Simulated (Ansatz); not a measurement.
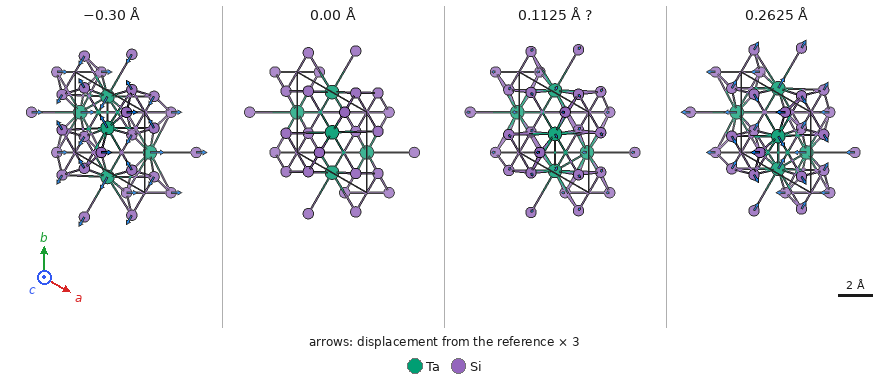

Solid TaSi2 (P6_222): a normal mode at the zone centre is frozen in with the cell fixed, the amplitude being the largest displacement of an atom. The picture is a ball-and-stick view of the cell of the calculation, seen along the c axis. Blue arrows: displacements from the reference.

All numbers below come from DFT PBEsol, scalar-relativistic, plane waves, PAW (Ansatz 0.2.0). Set-up: plane-wave cutoff 420 eV; k-point mesh 12 × 12 × 6; occupations gaussian; smearing width 0.15 eV; no spin polarisation. Energies (free energies at the smearing named) are counted from the relaxed crystal.

```
largest displacement (Å)  energy change (meV/cell)
                 −0.3000                      1287
                 −0.1500                       307
                  0.0000                         0
                  0.0375                        19
                  0.0750                        76
                  0.1125                         ?
                  0.1875                       485
                  0.2250                       706
                  0.2625                       973
```

> One row is withheld. What is its energy?

A straight line between the two neighbours gives 212 meV/cell. A cubic through the four nearest rows (0.0375, 0.0750, 0.1875, 0.2250) gives, with Lagrange weights, (−0.3000)(19) + (1.0000)(76) + (0.5000)(485) + (−0.2000)(706) = 172 meV/cell. The calculation gives 172 meV/cell, so the cubic is right to the digits shown and the straight line 40 meV/cell too high, as the curve bends upwards here.

The whole profile:

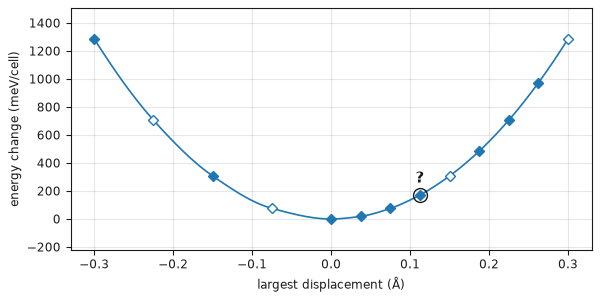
